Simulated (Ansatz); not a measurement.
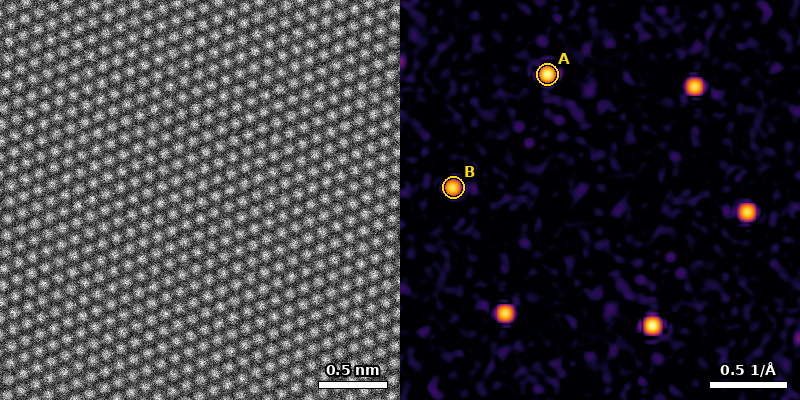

iDPC-like image of a crystal. Simulated as the projected potential of neutral atoms (B = 0.5 Å²) blurred by a 0.61 Å probe, the thin-sample limit of integrated differential phase contrast. Shot noise was added.

The right panel is the modulus of the image's Fourier transform on a logarithmic scale.

Question: Which lattice spacings do the marked spots stand for, and what angle do A and B enclose?

Answer: A: 1.1 Å, B: 1.0 Å; A and B enclose about 63°.

The crystal is Mn (P6/mmm, No. 191) along [201]; the spots are (030) and (-1 2 2). Structure used: the geometry relaxed with DFT, PBEsol, plane waves (420 eV) with PAW, scalar-relativistic (Ansatz 0.2.0); the starting structure was generated, so it need not be a known form of this composition.
